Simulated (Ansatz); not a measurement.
# Residual resistivity of an alloy: Ru(0001) with 2 layers of random Ru-W, 2x2

How strongly does chemical disorder scatter in Ru(0001) with 2 layers of random Ru-W, 2x2?

Method: Ansatz plane-wave DFT, PBE, PAW files; ballistic transport by layer matching (Landauer), zero bias; PAW set soft_1, in Ansatz 0.2.0.

## 1. The structure

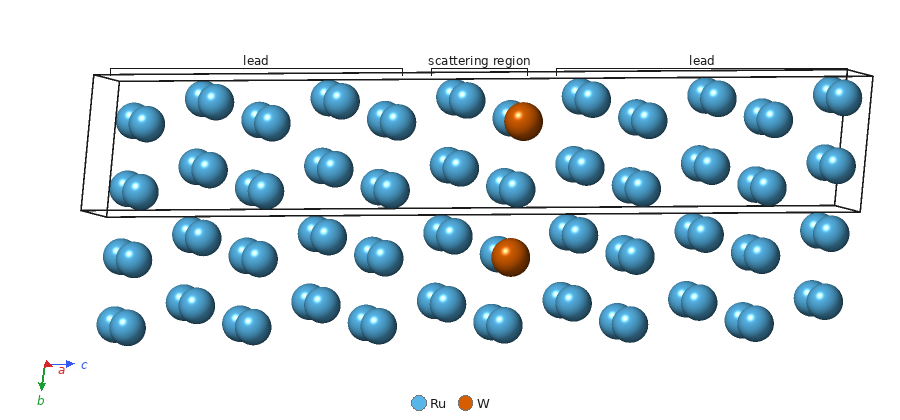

Start, viewed from the side, with the c axis across the page; ruthenium blue, tungsten orange. 1×2×1 cells are drawn.

The cell holds 48 atoms: 47 Ru and 1 W. Its edges and angles: a = 5.412 Å, b = 5.412 Å, c = 25.691 Å, α = 90.0°, β = 90.0°, γ = 120.0°. It derives from Ru. Regions: lead, 40 atoms (40 Ru); scattering region, 8 atoms (7 Ru and 1 W). The structure is stacked along c, and the current runs across the ab planes.

## 2. With 2 alloy layers

In 2 layers a share of 0.125 of the sites is given to W at random. The layers about the cell's end stay perfect and serve as the lead. Energies from -0.05 to 0.05 eV in steps of 0.05 eV are too few for the program's thermal sum, so it prints no conductance; for a metal the transmission near the Fermi level serves, at a fraction of the cost.

input.yaml

```yaml
crystal:
  lattice:
    - [5.4116, 0.0, 0.0]
    - [-2.7058, 4.6865830751, 0.0]
    - [0.0, 0.0, 25.6914]
  atoms:
    - { symbol: Ru, position: [0.1666666667, 0.3333333333, 0.0416666667] }
    - { symbol: Ru, position: [0.1666666667, 0.8333333333, 0.0416666667] }
    - { symbol: Ru, position: [0.6666666667, 0.3333333333, 0.0416666667] }
    - { symbol: Ru, position: [0.6666666667, 0.8333333333, 0.0416666667] }
    - { symbol: Ru, position: [0.3333333333, 0.1666666667, 0.125] }
    - { symbol: Ru, position: [0.3333333333, 0.6666666667, 0.125] }
    - { symbol: Ru, position: [0.8333333333, 0.1666666667, 0.125] }
    - { symbol: Ru, position: [0.8333333333, 0.6666666667, 0.125] }
    - { symbol: Ru, position: [0.1666666667, 0.3333333333, 0.2083333333] }
    - { symbol: Ru, position: [0.1666666667, 0.8333333333, 0.2083333333] }
    - { symbol: Ru, position: [0.6666666667, 0.3333333333, 0.2083333333] }
    - { symbol: Ru, position: [0.6666666667, 0.8333333333, 0.2083333333] }
    - { symbol: Ru, position: [0.3333333333, 0.1666666667, 0.2916666667] }
    - { symbol: Ru, position: [0.3333333333, 0.6666666667, 0.2916666667] }
    - { symbol: Ru, position: [0.8333333333, 0.1666666667, 0.2916666667] }
    - { symbol: Ru, position: [0.8333333333, 0.6666666667, 0.2916666667] }
    - { symbol: Ru, position: [0.1666666667, 0.3333333333, 0.375] }
    - { symbol: Ru, position: [0.1666666667, 0.8333333333, 0.375] }
    - { symbol: Ru, position: [0.6666666667, 0.3333333333, 0.375] }
    - { symbol: Ru, position: [0.6666666667, 0.8333333333, 0.375] }
    - { symbol: Ru, position: [0.3333333333, 0.1666666667, 0.4583333333] }
    - { symbol: Ru, position: [0.3333333333, 0.6666666667, 0.4583333333] }
    - { symbol: Ru, position: [0.8333333333, 0.1666666667, 0.4583333333] }
    - { symbol: Ru, position: [0.8333333333, 0.6666666667, 0.4583333333] }
    - { symbol: Ru, position: [0.1666666667, 0.3333333333, 0.5416666667] }
    - { symbol: Ru, position: [0.1666666667, 0.8333333333, 0.5416666667] }
    - { symbol: W, position: [0.6666666667, 0.3333333333, 0.5416666667] }
    - { symbol: Ru, position: [0.6666666667, 0.8333333333, 0.5416666667] }
    - { symbol: Ru, position: [0.3333333333, 0.1666666667, 0.625] }
    - { symbol: Ru, position: [0.3333333333, 0.6666666667, 0.625] }
    - { symbol: Ru, position: [0.8333333333, 0.1666666667, 0.625] }
    - { symbol: Ru, position: [0.8333333333, 0.6666666667, 0.625] }
    - { symbol: Ru, position: [0.1666666667, 0.3333333333, 0.7083333333] }
    - { symbol: Ru, position: [0.1666666667, 0.8333333333, 0.7083333333] }
    - { symbol: Ru, position: [0.6666666667, 0.3333333333, 0.7083333333] }
    - { symbol: Ru, position: [0.6666666667, 0.8333333333, 0.7083333333] }
    - { symbol: Ru, position: [0.3333333333, 0.1666666667, 0.7916666667] }
    - { symbol: Ru, position: [0.3333333333, 0.6666666667, 0.7916666667] }
    - { symbol: Ru, position: [0.8333333333, 0.1666666667, 0.7916666667] }
    - { symbol: Ru, position: [0.8333333333, 0.6666666667, 0.7916666667] }
    - { symbol: Ru, position: [0.1666666667, 0.3333333333, 0.875] }
    - { symbol: Ru, position: [0.1666666667, 0.8333333333, 0.875] }
    - { symbol: Ru, position: [0.6666666667, 0.3333333333, 0.875] }
    - { symbol: Ru, position: [0.6666666667, 0.8333333333, 0.875] }
    - { symbol: Ru, position: [0.3333333333, 0.1666666667, 0.9583333333] }
    - { symbol: Ru, position: [0.3333333333, 0.6666666667, 0.9583333333] }
    - { symbol: Ru, position: [0.8333333333, 0.1666666667, 0.9583333333] }
    - { symbol: Ru, position: [0.8333333333, 0.6666666667, 0.9583333333] }
kpoints:
  mp_grid: { grid: [5, 5, 1] }
hamiltonian:
  xc: pbe
  pseudopotentials: { kind: paw, azcp: { folder: soft_1 } }
scf:
  occupations: { method: fermi_dirac, width: 0.1 }
output:
  transmission:
    leads: [[0, 8]]
    kmesh: [10, 10]
    e_range: [-0.05, 0.05]
    de: 0.05
  write_potential: true
  write_density: true
  volumetric_format: npy
```

Launch:

```console
$ ansatz run input.yaml --threads 4 --pin off --max-ram 15360MiB --backend cpu --events-out ev --progress --plain --runs-dir out
```

Numbers of over 12 decimals in the logs are rounded to 6 here.

Output:

```text
Engine: ansatz 0.2.0, aarch64-unknown-linux-gnu
Pseudopotentials: kind: paw
Pseudopotential: Ru, paw, valence charge 16, recommended cutoff 420 eV (normal), soft_1/Ru.paw.azcp
Pseudopotential: W, paw, valence charge 14, recommended cutoff 420 eV (normal), soft_1/W.paw.azcp
Functional definition: PBE
  parameter kappa = 0.804
  parameter beta = 0.066725
  exchange = pbe_x(kappa = kappa, mu = beta*pi^2/3)
  correlation = pbe_c(beta = beta)
Crystal: 48 atoms, lattice volume = 651.583 Å³
Basis set: ecut = 420 eV, 12691 PW (Γ)
Bands: 460, of which v1, the nominal top of the filled ones, is band 383 counted from 1 (382 counted from 0)
Symmetry: 12 space group operations
Space group: P-6m2 (ITA 187), of the structure as read, at distance tolerance 8.7e-5 Å
k-points: 5 of 25 (time reversal used)
Non-local potential: Ru, projectors of the file, l = 0: 3, l = 1: 2, l = 2: 2, l = 3: 1
Non-local potential: W, projectors of the file, l = 0: 3, l = 1: 2, l = 2: 2, l = 3: 1
PAW form: soft (Blöchl's): semilocal exchange-correlation on the pseudo side does not see the compensation charge
PAW one-centre angular grid: Ru, 590 points (default); XC on 64 Gauss nodes
PAW one-centre angular grid: W, 590 points (default); XC on 64 Gauss nodes
Initial density: superposition of atomic densities (chi_scale 0.1, normalization cell, long waves kept (reshape's long-wave potential 0.67 eV rms))
Initial wavefunctions: pseudopotential atomic-orbital guess
Functional: x = pbe(κ = 0.804, μ = 0.219515), c = pbe(β = 0.066725)
SCF iter   1: F=—  HF=-286723.117685 eV  |F-HF|=—  |Δ(HF+E_count)|=         —  Δρ=1.31e-1  dr2=1.33e3  ethr=3.10e-3  ⟨swp⟩=5.0  Hψ=7205  notcnv=0
preconditioner: auto → Kerker (q_TF=auto, 2.803 Å⁻¹)  [metal: Δε(μ)=0.018 eV  Ē_g=5.334 eV  σ=0.100 eV  W_gap=0.04  n_scr=268 (ndim 8)  ℏωp=28.4 eV  f_vac=0.000  D(μ)=38.21/eV (n_scr^D=380)]
SCF iter   2: F=—  HF=-286696.129831 eV  |F-HF|=—  |Δ(HF+E_count)|=    2.70e1  Δρ=6.62e-2  dr2=5.85e2  ethr=3.10e-3  ⟨swp⟩=2.0  Hψ=4127  notcnv=0  defer=38
SCF iter   3: F=—  HF=-286687.061600 eV  |F-HF|=—  |Δ(HF+E_count)|=    9.07e0  Δρ=1.22e-2  dr2=7.22e0  ethr=3.10e-3  ⟨swp⟩=3.2  Hψ=4123  notcnv=0  defer=42
SCF iter   4: F=—  HF=-286686.797170 eV  |F-HF|=—  |Δ(HF+E_count)|=   2.64e-1  Δρ=3.35e-3  dr2=6.35e0  ethr=9.43e-4  ⟨swp⟩=2.2  Hψ=2824  notcnv=0  defer=38
SCF iter   5: F=—  HF=-286686.758648 eV  |F-HF|=—  |Δ(HF+E_count)|=   3.85e-2  Δρ=1.30e-3  dr2=1.85e-1  ethr=8.29e-4  ⟨swp⟩=1.0  Hψ=2262  notcnv=0  defer=38
SCF iter   6: F=—  HF=-286686.758009 eV  |F-HF|=—  |Δ(HF+E_count)|=   6.39e-4  Δρ=2.32e-4  dr2=1.55e-3  ethr=2.42e-5  ⟨swp⟩=1.0  Hψ=2262  notcnv=0  defer=38
SCF iter   7: F=—  HF=-286686.758069 eV  |F-HF|=—  |Δ(HF+E_count)|=   6.05e-5  Δρ=5.20e-5  dr2=3.34e-5  ethr=2.02e-7  ⟨swp⟩=1.6  Hψ=2277  notcnv=0  defer=38
SCF iter   8: F=—  HF=-286686.759371 eV  |F-HF|=—  |Δ(HF+E_count)|=   1.30e-3  Δρ=1.43e-5  dr2=1.58e-6  ethr=4.37e-9  ⟨swp⟩=2.0  Hψ=3204  notcnv=0  defer=38
SCF iter   9: F=—  HF=-286686.759371 eV  |F-HF|=—  |Δ(HF+E_count)|=   1.04e-7  Δρ=3.17e-6  dr2=3.47e-7  ethr=1.31e-11  ⟨swp⟩=8.6  Hψ=6088  notcnv=0
SCF iter  10: F=-286686.759371 eV  HF=-286686.759371 eV  |F-HF|=5.07e-8  |Δ(HF+E_count)|=   6.64e-9  Δρ=8.23e-7  dr2=5.20e-8  ethr=1.31e-11  ⟨swp⟩=2.0  Hψ=4218  notcnv=0
SCF 1 converged in 10 iterations: F = -286686.759371 eV  dr2 = 5.20e-8
  greatest PAW one-centre occupation: 1.000 electrons in one spin orbital (limit 2), on the Ru atom at site 25 (counted from 0), in its partial waves of l = 0
transmission: 68 of 672 steps passed
transmission: 137 of 672 steps passed
[...]
transmission: 672 of 672 steps passed
SCF converged after 10 iterations
Free energy (F): -286686.759371 eV
Harris-Foulkes:  -286686.759371 eV  (|F-HF|=5.07e-8)
Internal energy: -286685.256051 eV  (E = F + TS)
E sigma→0 (E₀):  -286686.007711 eV
Entropy (-TS):   -1.503320 eV (-31.319 meV/atom)
Fermi energy:    23.394180 eV
--- Per-component energies (eV) ---
  E_band       = -2657.525395
  E_kinetic    = 22070.645824
  E_local      = -60201.184991  (includes V_loc(G=0)·N_el)
  E_nonlocal   = 19361.648979
  E_hartree    = 20033.819963
  E_xc         = -8268.190563
  E_vxc        = -10349.789022  (∫ρ·V_xc dr)
  E_paw        = -173149.032658  (= ΣΔE_a)
  E_vpaw       = -13606.514496  (= ΣTr[D̂ρ^β])
  E_aug_tail   = 0.029504  (compensation charges beyond the density's cutoff)
  E_ewald      = -106532.992109
  E_smearing   = -1.503320  (= −TS)
  E_closure    = 0.000000  (closes the sum)
  Σ components = -286686.759371   (vs F -286686.759371, Δ=0.00e0)
--- Band table (eV; the first three rows and the last of 5) ---
  k-point 0: bands = [... 379 lower, 24.0192, 24.0261, 24.0261, 24.4433, 24.4433, 24.4683, 24.4683, 24.5727, ... 73 higher]
  k-point 1: bands = [... 379 lower, 23.5782, 23.5859, 23.6128, 23.6246, 23.9122, 23.9640, 24.0923, 24.0958, ... 73 higher]
  k-point 2: bands = [... 379 lower, 23.0397, 23.0997, 23.1229, 23.1302, 23.1745, 23.2448, 23.3222, 23.4384, ... 73 higher]
  k-point 4: bands = [... 379 lower, 22.9424, 22.9782, 23.0470, 23.0777, 23.2033, 23.2261, 23.2280, 23.3083, ... 73 higher]
--- Transmission ---
  basis      : 223 plane waves across, 48 finite elements along
  points     : 14, standing for a mesh of 10 x 10
  energies   : 3 from -0.050000 to 0.050000 eV about the Fermi level, 0.050000 eV apart; the leads are filled to 0.000000 eV, and channels, transmission and decay are at 0.000000 eV
  crystal 0  : Ru8, at the sites [0, 8], period 4.2819 Å, over 23.55 Å; its Hamiltonian steps by up to 11.4 meV
    offset         : up to 0.0000 Å between an atom of the period and one for which it stands
    channels       : 5.280000e0 a spin
    conductance    : none, the energies end too early or step too widely for 300 K: set another output.transmission.e_range or a lower de, or, where they end at an eighth of basis.ecutwfc, a higher one
  junction   : crystal 0 to crystal 0, 1.44 to 22.85 Å
    transmission   : 4.521374e0 a spin
    conductance    : none, the energies end too early or step too widely for 300 K: set another output.transmission.e_range or a lower de, or, where they end at an eighth of basis.ecutwfc, a higher one
```

Elapsed: 3.2 min, on 4 threads of Arm Neoverse V1, shared host; peak memory 5.6 GiB; 12 min of CPU time.

Numbers from this step:

```yaml
free_energy: -286686.7594 eV
energy_at_zero_smearing: -286686.0077 eV
fermi_energy: 23.39 eV
cell_area: 25.36 Å²
transmission_per_spin_nearest_the_fermi_level: 4.521
open_channels_per_spin_nearest_the_fermi_level: 5.28
step_of_the_lead_s_potential: 11.4 meV
```

Per spin. Table of transmission, zone mean by energy, zero at the Fermi level:

```
energy (eV)  transmission, zone mean
    -0.0500                     4.54
     0.0000                     4.52
     0.0500                     4.65
```

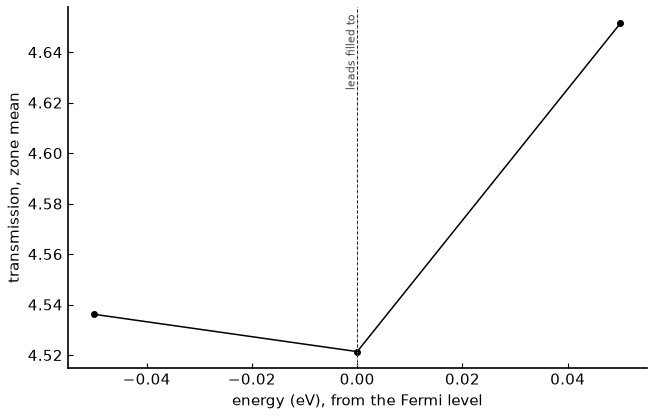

Transmission, zone mean against energy.

Per spin. Table of open channels, zone mean, lead by energy, zero at the Fermi level:

```
energy (eV)  open channels, zone mean, lead
    -0.0500                            5.16
     0.0000                            5.28
     0.0500                            5.64
```

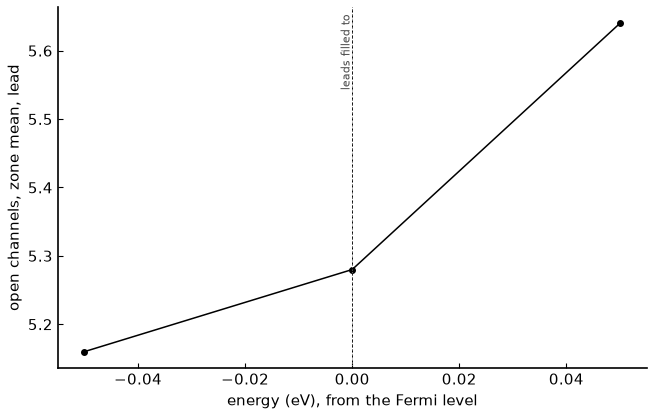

Open channels, zone mean, lead, plotted against energy.

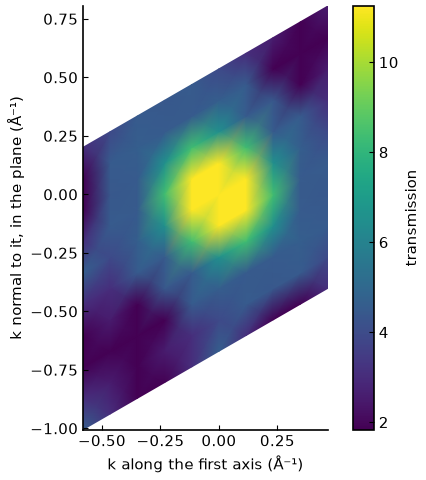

Transmission over k1 and k2. At 0.0000 eV from the Fermi level.

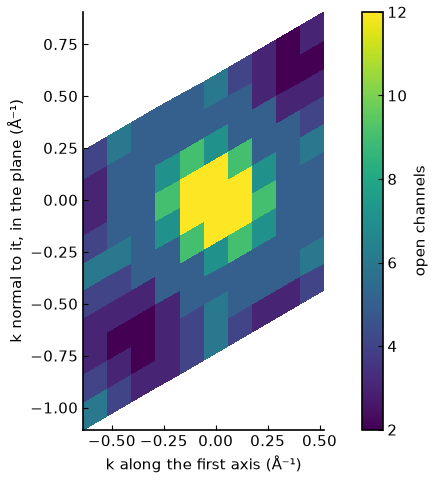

Open channels over k1 and k2. At 0.0000 eV from the Fermi level.

Over the solved energies the transmission per spin lies between 4.52 and 4.65, out of 5.36 channels of the lead on average (up to 5.64).

[end of part 1 of 2]

[Logs are printed without paths, hosts, clocks, repeated set-up lines and the standing remarks that a program may print on its own settings, such as how far it seeks lower states.]

[Hosts, paths, dates, database ids (printed as entryN), source tags and the programs' standing remarks are cut or masked in the printed files.]
